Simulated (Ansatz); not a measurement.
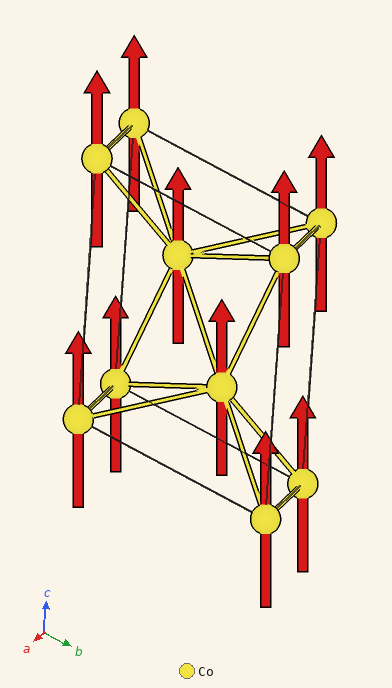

Figure: ball-and-stick view slightly off an axis. The edges of the simulation cell are marked. Arrows are the site magnetic moments above 0.25 μB; longer means larger, and red and blue are up and down (without spin-orbit coupling the axis itself is arbitrary).

This is the state reached for Co. Results below were computed with DFT PBE, scalar-relativistic, plane waves, PAW (Ansatz 0.2.0); the settings were 420 eV cutoff, a 16×16×16 k-point grid, Gaussian smearing of 0.1 eV, collinear spins.

> Characterise the magnetic order.

Ferromagnetic (within this cell). Site moments: 3 Co +1.7 μB. The net spin moment of the whole cell is 4.9 μB.

Its origin is a structure listed in the Materials Project, with elements exchanged, so it need not be a known form of the compound. The picture shows the end point of a geometry optimisation with Ansatz, DFT PBE, scalar-relativistic, plane waves, PAW.
